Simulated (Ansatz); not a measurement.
## WS2: a changed input and its effect

System: WS2 (slab, 6 atoms in the cell).
Method of run A: DFT PBE+D3(BJ), scalar-relativistic, plane waves, PAW, PAW set soft_1, no spin polarisation (Ansatz 0.2.0).

The structure derives from an entry of the Crystallography Open Database. Text and figures count atoms from 1; the logs count them from 0 in places.

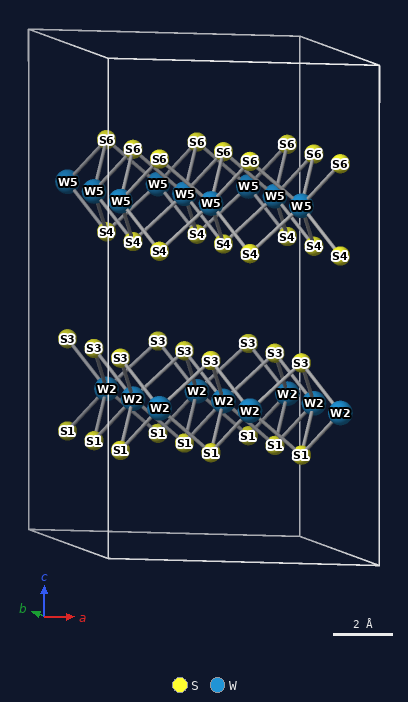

The input geometry (ball-and-stick view of the 3 × 3 repeat of the cell, with the vacuum cut short, seen slightly off an axis; atoms are numbered from 1 in the order of the input). An atom can appear more than once, as a periodic image. Near neighbours in the periodic cell (some may lie outside the picture): S has 3 W at 2.41 Å; W has 6 S at 2.41 Å.

**Input file, run A**
```yaml
crystal:
  lattice:
    - [3.1595457497, 0.0, 0.0]
    - [-1.5797728749, 2.7362468836, 0.0]
    - [0.0, 0.0, 23.8042575719]
  atoms:
    - { symbol: S, position: [0.3333333333, 0.6666666667, 0.1890418126] }
    - { symbol: W, position: [0.6666666667, 0.3333333333, 0.2552511581] }
    - { symbol: S, position: [0.3333333333, 0.6666666667, 0.3214605103] }
    - { symbol: S, position: [0.6666666667, 1.3333333333, 0.4806757258] }
    - { symbol: W, position: [0.3333333333, 1.6666666667, 0.5468850713] }
    - { symbol: S, position: [0.6666666667, 1.3333333333, 0.6130944235] }
basis:
  ecutwfc: 420
kpoints:
  mp_grid: { grid: [9, 9, 1] }
hamiltonian:
  xc: pbe
  pseudopotentials: { kind: paw, azcp: { folder: soft_1 } }
  dispersion: d3bj
scf:
  occupations: { method: gaussian, width: 0.05 }
output:
  forces: true
  eigenvalues: true
efield:
  axis: 3
  dipole_correction: true
  ramp_width: 0.04
```

Command:
```bash
ansatz run input.yaml --threads 1 --pin off --max-ram 3072MiB --backend cpu --events-out ev --progress --plain --runs-dir out
```

Hardware: 1 thread of Arm Neoverse N1, 24 GiB of memory available, shared host.

**Output, shortened to warnings, some set-up lines, iterations and results (run A)**
```
Basis set: ecut = 420 eV, 3979 PW (Γ), exchange–correlation on 48×48×320 points (8 copies of the dense FFT grid, shifted against one another)
Symmetry: 6 space group operations
k-points: 12 of 81 (time reversal used)
Initial density: superposition of atomic densities (neutral atoms: chi_scale 0, normalization atom)
[...]
SCF iter   1: F=—  HF=-24387.943576 eV  |F-HF|=—  |Δ(HF+E_count)|=         —  Δρ=3.41e-2  dr2=2.73e0  ethr=3.10e-3  p=0.000 e·Å  D=4.15e-7 V/Å  ΔV_dip=-0.00 eV  …
SCF iter   2: F=—  HF=-24387.201151 eV  |F-HF|=—  |Δ(HF+E_count)|=   7.42e-1  Δρ=1.50e-2  dr2=5.27e-1  ethr=3.10e-3  p=0.000 e·Å  D=1.66e-6 V/Å  ΔV_dip=-0.00 eV  …
SCF iter   3: F=—  HF=-24387.258245 eV  |F-HF|=—  |Δ(HF+E_count)|=   5.71e-2  Δρ=1.25e-2  dr2=9.21e-1  ethr=1.01e-3  p=-0.000 e·Å  D=-3.12e-4 V/Å  ΔV_dip=0.01 eV  …
SCF iter   4: F=—  HF=-24387.120754 eV  |F-HF|=—  |Δ(HF+E_count)|=   1.37e-1  Δρ=5.57e-3  dr2=5.85e-2  ethr=1.01e-3  p=0.000 e·Å  D=3.47e-4 V/Å  ΔV_dip=-0.01 eV  …
SCF iter   5: F=—  HF=-24387.145987 eV  |F-HF|=—  |Δ(HF+E_count)|=   2.52e-2  Δρ=3.62e-3  dr2=3.45e-1  ethr=1.12e-4  p=-0.002 e·Å  D=-1.77e-3 V/Å  ΔV_dip=0.04 eV  …
SCF iter   6: F=—  HF=-24387.113699 eV  |F-HF|=—  |Δ(HF+E_count)|=   3.23e-2  Δρ=7.37e-4  dr2=7.11e-4  ethr=1.12e-4  p=0.000 e·Å  D=5.20e-5 V/Å  ΔV_dip=-0.00 eV  …
SCF iter   7: F=—  HF=-24387.113863 eV  |F-HF|=—  |Δ(HF+E_count)|=   1.64e-4  Δρ=2.28e-4  dr2=3.66e-4  ethr=1.37e-6  p=-0.001 e·Å  D=-5.26e-4 V/Å  ΔV_dip=0.01 eV  …
SCF iter   8: F=—  HF=-24387.113820 eV  |F-HF|=—  |Δ(HF+E_count)|=   4.28e-5  Δρ=1.23e-4  dr2=2.02e-4  ethr=7.04e-7  p=0.001 e·Å  D=1.22e-3 V/Å  ΔV_dip=-0.03 eV  …
SCF iter   9: F=—  HF=-24387.113795 eV  |F-HF|=—  |Δ(HF+E_count)|=   2.51e-5  Δρ=6.85e-5  dr2=1.44e-5  ethr=3.89e-7  p=-0.000 e·Å  D=-3.06e-4 V/Å  ΔV_dip=0.01 eV  …
SCF iter  10: F=—  HF=-24387.113732 eV  |F-HF|=—  |Δ(HF+E_count)|=   6.27e-5  Δρ=3.09e-5  dr2=1.78e-6  ethr=2.76e-8  p=-0.000 e·Å  D=-4.19e-5 V/Å  ΔV_dip=0.00 eV  …
SCF iter  11: F=—  HF=-24387.113732 eV  |F-HF|=—  |Δ(HF+E_count)|=   3.69e-7  Δρ=1.95e-5  dr2=2.43e-6  ethr=3.42e-9  p=-0.000 e·Å  D=-2.47e-5 V/Å  ΔV_dip=0.00 eV  …
SCF iter  12: F=-24387.113732 eV  HF=-24387.113732 eV  |F-HF|=1.83e-8  |Δ(HF+E_count)|=   3.28e-7  Δρ=6.22e-6  dr2=6.15e-8  ethr=1.92e-10  p=-0.000 e·Å  D=-7.58e-7 V/Å  …
SCF 1 converged in 12 iterations: F = -24387.113732 eV  dr2 = 6.15e-8
SCF converged after 12 iterations
Free energy (F): -24387.113732 eV
Harris-Foulkes:  -24387.113732 eV  (|F-HF|=1.83e-8)
Internal energy: -24387.113732 eV  (E = F + TS)
E sigma→0 (E₀):  -24387.113732 eV
Fermi energy:    3.962267 eV
Dipole field:    D = 0.000023 V/Å  (p = 0.000027 e·Å, saw-weighted, corrected)
Work function:   Φ+ = 4.6887 eV   Φ− = 4.6893 eV
Levels:          The Fermi level and band energies are counted from a zero that moves with the ramp; work functions are not
--- Per-component energies (eV) ---
  E_band       = -794.384873
  E_kinetic    = 1268.415618
  E_local      = -28588.730974  (includes V_loc(G=0)·N_el)
  E_nonlocal   = 87.590915
  E_hartree    = 13797.788126
  E_xc         = -891.816432
  E_vxc        = -794.722969  (∫ρ·V_xc dr)
  E_paw        = -19589.379784  (= ΣΔE_a)
  E_vpaw       = -362.498511  (= ΣTr[D̂ρ^β])
  E_aug_tail   = 0.000309  (compensation charges beyond the density's cutoff)
  E_efield     = 0.000000  (sawtooth field / dipole correction)
  E_vefield    = 0.000000  (∫n·V_field dr)
  E_ewald      = 9531.079285
  E_disp       = -2.060795  (pairwise vdW)
  E_smearing   = -0.000000  (= −TS)
  E_closure    = -0.000000  (closes the sum)
  Σ components = -24387.113732   (vs F -24387.113732, Δ=0.00e0)
--- Forces (eV/Å), atoms counted from 1 ---
  atom   1  S     -0.00000000     0.00000000     0.00672649
  atom   2  W     -0.00000000    -0.00000000     0.04091391
  atom   3  S      0.00000000     0.00000000     0.07729123
  atom   4  S      0.00000000    -0.00000000    -0.07730501
  atom   5  W      0.00000000     0.00000000    -0.04092008
  atom   6  S      0.00000000    -0.00000000    -0.00672796
  max |Σ_I F_I| component: 2.14e-5 eV/Å
```

For run B the input was changed thus:
```diff
+  xc_grid: 1
+  hubbard: { sites: [{ species: W, l: d, u_eff: 3.0 }], double_counting: fll }
+  convergence: { dr2_threshold: 1.0e-05 }
```

How does run B compare with run A?

The total energies belong to different models, so their difference says nothing on which is more stable or more accurate. The gap on the mesh goes from 1.85 to 1.77 eV. The SCF takes 11 iterations against 12.

**Output, shortened to warnings, some set-up lines, iterations and results (run B)**
```
Warning: scf.convergence.dr2_threshold = 1e-5 eV is looser than this run's default, which is 1e-7 eV or tighter. The error in the forces grows as the threshold's square root, so leave the key out unless less accurate forces are enough
Basis set: ecut = 420 eV, 3979 PW (Γ)
Symmetry: 6 space group operations
k-points: 12 of 81 (time reversal used)
Initial density: superposition of atomic densities (neutral atoms: chi_scale 0, normalization atom)
[...]
SCF iter   1: F=—  HF=-24380.334329 eV  |F-HF|=—  |Δ(HF+E_count)|=         —  Δρ=3.70e-2  dr2=3.30e0  ethr=3.10e-3  p=0.000 e·Å  D=4.15e-7 V/Å  ΔV_dip=-0.00 eV  …
SCF iter   2: F=—  HF=-24379.880750 eV  |F-HF|=—  |Δ(HF+E_count)|=   4.54e-1  Δρ=2.13e-2  dr2=2.09e0  ethr=3.10e-3  p=0.000 e·Å  D=3.57e-4 V/Å  ΔV_dip=-0.01 eV  …
SCF iter   3: F=—  HF=-24379.865697 eV  |F-HF|=—  |Δ(HF+E_count)|=   1.51e-2  Δρ=1.57e-2  dr2=1.48e0  ethr=3.10e-3  p=-0.001 e·Å  D=-6.32e-4 V/Å  ΔV_dip=0.02 eV  …
SCF iter   4: F=—  HF=-24379.666728 eV  |F-HF|=—  |Δ(HF+E_count)|=   1.99e-1  Δρ=6.55e-3  dr2=1.25e-1  ethr=2.84e-3  p=0.001 e·Å  D=7.78e-4 V/Å  ΔV_dip=-0.02 eV  …
SCF iter   5: F=—  HF=-24379.702096 eV  |F-HF|=—  |Δ(HF+E_count)|=   3.54e-2  Δρ=3.78e-3  dr2=3.49e-1  ethr=2.41e-4  p=-0.009 e·Å  D=-8.25e-3 V/Å  ΔV_dip=0.20 eV  …
SCF iter   6: F=—  HF=-24379.673656 eV  |F-HF|=—  |Δ(HF+E_count)|=   2.84e-2  Δρ=1.09e-3  dr2=2.56e-2  ethr=2.41e-4  p=-0.002 e·Å  D=-2.20e-3 V/Å  ΔV_dip=0.05 eV  …
SCF iter   7: F=—  HF=-24379.671630 eV  |F-HF|=—  |Δ(HF+E_count)|=   2.03e-3  Δρ=2.04e-4  dr2=5.43e-4  ethr=4.93e-5  p=-0.001 e·Å  D=-6.27e-4 V/Å  ΔV_dip=0.01 eV  …
SCF iter   8: F=—  HF=-24379.671647 eV  |F-HF|=—  |Δ(HF+E_count)|=   1.69e-5  Δρ=2.22e-4  dr2=6.35e-4  ethr=1.05e-6  p=0.002 e·Å  D=1.92e-3 V/Å  ΔV_dip=-0.05 eV  …
SCF iter   9: F=—  HF=-24379.671579 eV  |F-HF|=—  |Δ(HF+E_count)|=   6.85e-5  Δρ=1.12e-4  dr2=1.56e-4  ethr=1.05e-6  p=-0.001 e·Å  D=-9.99e-4 V/Å  ΔV_dip=0.02 eV  …
SCF iter  10: F=—  HF=-24379.671562 eV  |F-HF|=—  |Δ(HF+E_count)|=   1.65e-5  Δρ=7.70e-5  dr2=4.71e-5  ethr=3.00e-7  p=0.000 e·Å  D=1.39e-4 V/Å  ΔV_dip=-0.00 eV  …
SCF iter  11: F=-24379.671554 eV  HF=-24379.671555 eV  |F-HF|=1.06e-6  |Δ(HF+E_count)|=   6.93e-6  Δρ=1.99e-5  dr2=1.49e-6  ethr=1.92e-8  p=0.000 e·Å  D=1.88e-6 V/Å  …
SCF 1 converged in 11 iterations: F = -24379.671554 eV  dr2 = 1.49e-6
SCF converged after 11 iterations
Free energy (F): -24379.671554 eV
Harris-Foulkes:  -24379.671555 eV  (|F-HF|=1.06e-6)
Internal energy: -24379.671554 eV  (E = F + TS)
E sigma→0 (E₀):  -24379.671554 eV
Fermi energy:    3.816129 eV
Dipole field:    D = -0.000077 V/Å  (p = -0.000087 e·Å, saw-weighted, corrected)
Work function:   Φ+ = 4.8427 eV   Φ− = 4.8409 eV
Levels:          The Fermi level and band energies are counted from a zero that moves with the ramp; work functions are not
--- Per-component energies (eV) ---
  E_band       = -795.124078
  E_kinetic    = 1268.416370
  E_local      = -28587.884510  (includes V_loc(G=0)·N_el)
  E_nonlocal   = 87.647191
  E_hartree    = 13796.917501
  E_xc         = -891.849978
  E_vxc        = -794.761408  (∫ρ·V_xc dr)
  E_hubbard    = 7.429871  (on-site DFT+U / exact-exchange correction)
  E_vhub       = 0.065211  (the Hubbard potential's part of the band-sum identity)
  E_paw        = -19589.366800  (= ΣΔE_a)
  E_vpaw       = -362.475082  (= ΣTr[D̂ρ^β])
  E_aug_tail   = 0.000309  (compensation charges beyond the density's cutoff)
  E_efield     = 0.000000  (sawtooth field / dipole correction)
  E_vefield    = 0.000000  (∫n·V_field dr)
  E_ewald      = 9531.079285
  E_disp       = -2.060795  (pairwise vdW)
  E_smearing   = -0.000000  (= −TS)
  E_closure    = 0.000000  (closes the sum)
  Σ components = -24379.671554   (vs F -24379.671554, Δ=0.00e0)
--- Forces (eV/Å), atoms counted from 1 ---
  atom   1  S     -0.00000000     0.00000000    -0.00554982
  atom   2  W     -0.00000000    -0.00000000     0.04121528
  atom   3  S      0.00000000     0.00000000     0.09037697
  atom   4  S     -0.00000000    -0.00000000    -0.08981585
  atom   5  W      0.00000000     0.00000000    -0.04122979
  atom   6  S      0.00000000    -0.00000000     0.00611886
  max |Σ_I F_I| component: 1.12e-3 eV/Å
Occupation matrices written to [file]
```

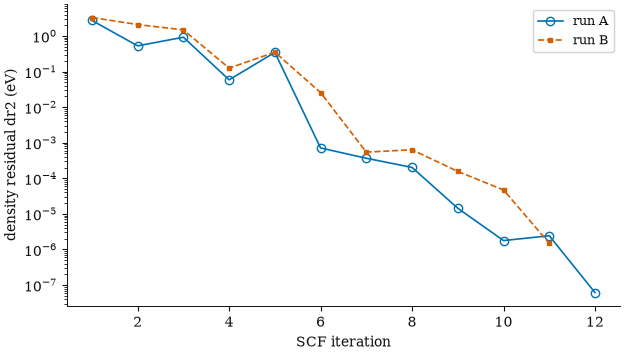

Convergence of the two runs: density residual dr2 against the SCF iteration. Run A takes 12 iterations in all, and run B takes 11.

**The two runs side by side**

| quantity | run A | run B |
| --- | --- | --- |
| outcome | converged | converged |
| free energy per atom (eV) | −4064.5190 | −4063.2786 |
| gap on the mesh (eV) | 1.85 | 1.77 |
| work function (eV) | 4.69 | – |
| largest force (eV/Å) | 0.077 | 0.090 |
| SCF iterations | 12 | 11 |
| irreducible k-points | 12 | 12 |
| plane waves at Γ | 3979 | 3979 |
| wall time (shared host) | 18 s | 19 s |

For both runs: Spin–orbit coupling is left out, which matters for W. For run B: These settings are looser than, or depart from, a standard set-up, so the numbers are not reference values for this system. Warnings: the SCF threshold is loose for the printed forces. So coarse a mesh can miss the band edges, so the true gap of this method can be much smaller, or zero.
